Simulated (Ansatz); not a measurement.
# ScAlN₂: what the fields show

Input file:

```
crystal:
  lattice:
    - [-2.1967422769, 2.1967422769, 4.1966492994]
    - [2.1967422769, -2.1967422769, 4.1966492994]
    - [2.1967422769, 2.1967422769, -4.1966492994]
  atoms:
    - { symbol: Sc, position: [0.75, 0.25, 0.5] }
    - { symbol: Sc, position: [0.0, 0.0, 0.0] }
    - { symbol: Al, position: [0.25, 0.75, 0.5] }
    - { symbol: Al, position: [0.5, 0.5, 0.0] }
    - { symbol: "N", position: [0.4878718694, 0.9878718694, 0.5] }
    - { symbol: "N", position: [0.2621281306, 0.2621281306, 0.0] }
    - { symbol: "N", position: [0.0121281306, 0.5121281306, 0.5] }
    - { symbol: "N", position: [0.7378718694, 0.7378718694, 0.0] }
basis:
  ecutwfc: 420
kpoints:
  mp_grid: { grid: [8, 8, 8] }
hamiltonian:
  xc: pbe
scf:
  occupations: { method: gaussian, width: 0.05 }
output:
  forces: true
  stress: true
  eigenvalues: true
  write_density: true
  write_potential: true
  elf: true
  volumetric_format: npy
```

Run with:

```sh
ansatz run input.yaml --threads 2 --pin off --max-ram 5120MiB --backend cpu --events-out ev --progress --plain --runs-dir out
```

Below, planes, directions and counts refer to the conventional cell (a = 4.39 Å, b = 4.39 Å, c = 8.39 Å, α = 90.00°, β = 90.00°, γ = 90.00°).

Space group I4₁/amd; a structure from a database of computed crystals, not necessarily the ambient phase.

The calculation used DFT PBE, scalar-relativistic, plane waves, PAW in Ansatz 0.2.0.

The density is the valence pseudo-density of a PAW calculation; it isn't the true density close to the nuclei.

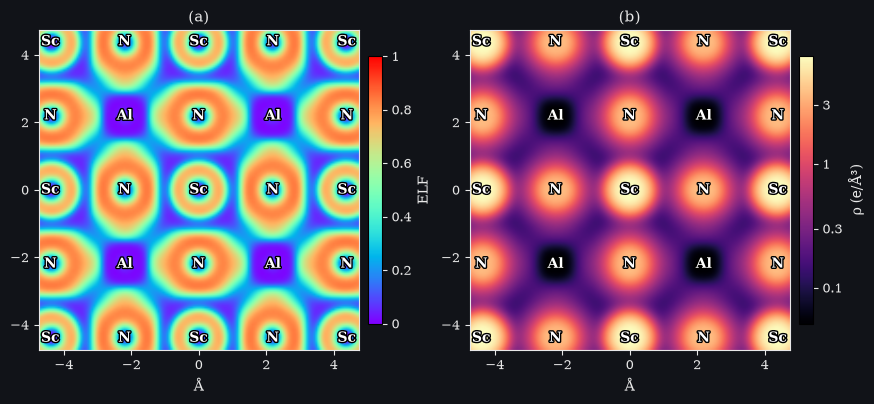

Figure 1. (a) ELF; (b) valence pseudo-density on the (001) plane of the conventional cell.

### What does the map show?

The section cuts through Sc, Al and N sites. Sc–N (2.20 Å): ρ at the midpoint is about 0.46 e/Å³; the ELF peaks at about 0.85 in the valence shell of N, 0.7 Å from its nucleus, and is about 0.20 at the midpoint (no localised pair shows between them). Al–N (2.20 Å): ρ at the midpoint is about 0.38 e/Å³; the ELF peaks at about 0.80 in the valence shell of N, 0.7 Å from its nucleus, and is about 0.70 at the midpoint. Between the atoms the lowest density in this plane is 0.15 e/Å³. The features right at Sc lie inside the PAW spheres, where the map follows smoothed inner orbitals and isn't to be read closely.

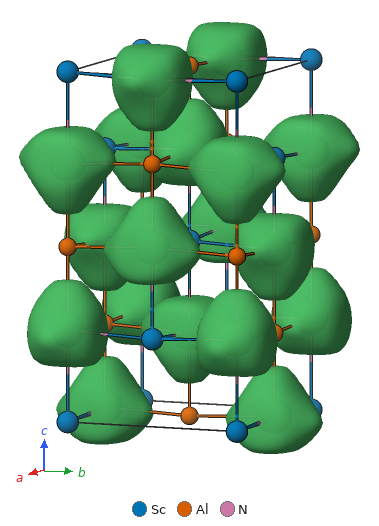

Figure 2. Isosurface of the electron localisation function at 0.65 (green), seen slightly off an axis. Only the valence region is drawn (cores and ρ < 0.01 e/Å³ removed). Sticks mark near contacts.

### Where are the electrons localised?

At this value the surface marks out eight regions on N in which the atom's valence shell and bonds are merged, counted in one cell of 16 atoms. Regions shared between cells count once.


Al–N (2.00 Å): the ELF peaks at about 0.85 in the valence shell of N, 0.8 Å from its nucleus, and is about 0.85 at the midpoint.

### Does the calculation give a band gap?

It is gapped, with a Kohn–Sham gap of 0.98 eV on the k-point mesh, an upper bound to the gap of this method.
